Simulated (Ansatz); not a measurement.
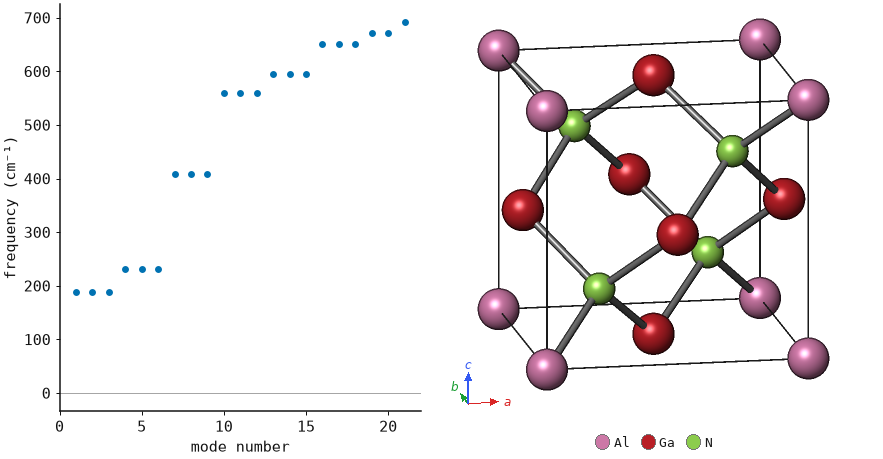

Computed with Ansatz 0.2.0: harmonic phonon frequencies at the zone centre with atoms at rest in the given cell, without the long-range term of polar modes, the three translations left out, imaginary frequencies are negative; plane waves with PAW datasets, Γ-centred k mesh. Level: PBEsol, no spin polarisation.

wave cutoff 420 eV; k mesh 6×6×6; occupations fixed; pressure 0 GPa; phonon method linear response.

Starting cell:
```xyz
8
Lattice="4.4676 0.0000 0.0000 0.0000 4.4676 0.0000 0.0000 0.0000 4.4676" Properties=species:S:1:pos:R:3 pbc="T T T"
Al    0.0000    0.0000    0.0000
Ga    2.2338    2.2338    0.0000
Ga    2.2338    0.0000    2.2338
Ga    0.0000    2.2338    2.2338
N     3.3732    3.3732    1.0944
N     3.3732    1.0944    3.3732
N     1.0944    3.3732    3.3732
N     1.0944    1.0944    1.0944
```

Caption: Zone-centre optical phonon frequencies (the three acoustic modes are left out) for AlGa₃N₄, space group P-43m (No. 215). The conventional cell is drawn beside the plot.

No frequency is imaginary, so the structure is stable to these displacements (zone-boundary modes weren't tested here). The highest mode lies at 691.6 cm⁻¹ (without the field of polar modes). The optical modes lie at 188.5 (×3), 232.1 (×3), 409.1 (×3), 559.1 (×3), 594.2 (×3), 650.6 (×3), 671.2 (×2), 691.6 cm⁻¹.

Keep in mind: field response not converged on the k mesh.
